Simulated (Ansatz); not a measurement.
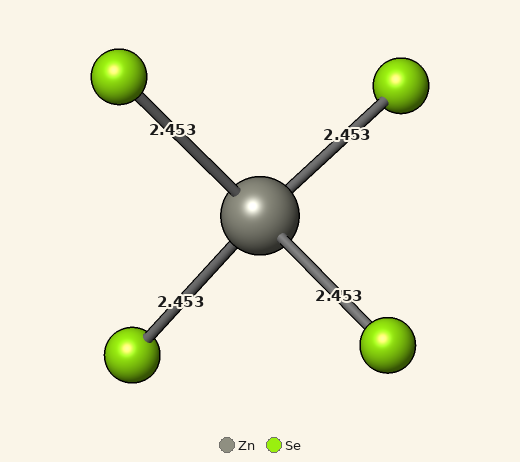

The surroundings of site Zn1 (at 0.000, 0.000, 0.000) in ZnSe (F-43m, No. 216), with bond lengths in Å.

Source of the atomic positions: a calculation's input that goes back to an entry of the Crystallography Open Database (an earlier step may have relaxed or displaced it).

```
Zn Se
1.0
     5.66485    0.00000    0.00000
     0.00000    5.66485    0.00000
     0.00000    0.00000    5.66485
Zn Se
4 4
Direct
  0.00000 0.00000 0.00000
  0.00000 0.50000 0.50000
  0.50000 0.00000 0.50000
  0.50000 0.50000 0.00000
  0.25000 0.25000 0.75000
  0.25000 0.75000 0.25000
  0.75000 0.25000 0.25000
  0.75000 0.75000 0.75000
```

Bond valence s = exp((R0 − d)/b), R0 fitted to published crystal structures with b = 0.37 Å; R0 in Å: Zn2+–Se 2.221.

Calculate the bond-valence sum of Zn1 from the bonds drawn.

4 × 0.534 = 2.14 v.u., against a formal valence of 2: overbonded (bonds short for this ion) by 0.14.

And over the whole structure?

```json
{"site": "Zn1", "x, y, z": "0.000, 0.000, 0.000", "formal valence": "+2", "bond-valence sum": "2.15", "difference": "0.15"}
{"site": "Se1", "x, y, z": "0.250, 0.250, 0.750", "formal valence": "−2", "bond-valence sum": "2.15", "difference": "0.15"}
```

These sums include all anions within 5 Å. The global instability index (root mean square of the differences over all atoms) is 0.15 v.u.: moderate strain, common in real structures. The cell was not relaxed for this table, and a volume that is off by a few per cent shifts all sums together.
